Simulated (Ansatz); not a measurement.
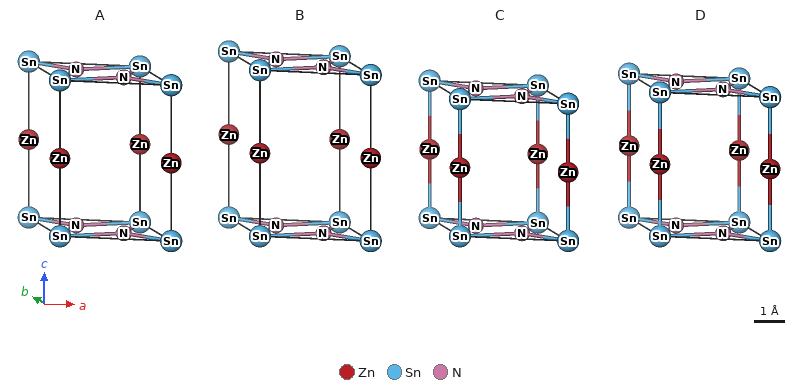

4 geometries from one relaxation of a crystal of ZnSnN$_{2}$ (a generated structure, set up in P6/mmm) (coarse preliminary run), in shuffled order. Style: ball-and-stick. Shown: the cell of the calculation, slightly off an axis.

Theory: Ansatz, DFT PBE, scalar-relativistic, plane waves, PAW. Settings: plane-wave cutoff 420 eV; k-point mesh 6 × 6 × 4; occupations gaussian; smearing width 0.1 eV; no spin polarisation; cell and atoms relaxed; force threshold 0.04 eV/Å; at most 70 steps.

### Order the frames from highest to lowest energy.

C, D, A, B. They are steps 0, 1, 3, 8, at +238 meV per atom, +105 meV per atom, +35.7 meV per atom relative to the last. The energy falls by 238 meV per atom in 6 accepted moves (8 points after the start). All forces vanish by symmetry, so only the cell relaxes. Pressure: 19.12 GPa at the start and 0.08 GPa at the end. At 2 points the geometry stayed and the basis and grid were re-selected for the new cell (energy shift of 26.0 meV per atom at most each time). No atom moves by more than 0.005 Å relative to the cell. The drawn cell changes as follows: a = b 3.835 → 3.928 Å (+2.4 %), c 4.787 → 5.792 Å (+21.0 %); the volume changes by +27.0 %. Some distances before and after: Sn–Zn 2.393 → 2.896 Å, N–Sn 2.214 → 2.268 Å. The space group stays P6/mmm (No. 191). The run took 23 s on 1 thread of Arm Neoverse V1, with other jobs on the host, peak memory 0.36 GiB.
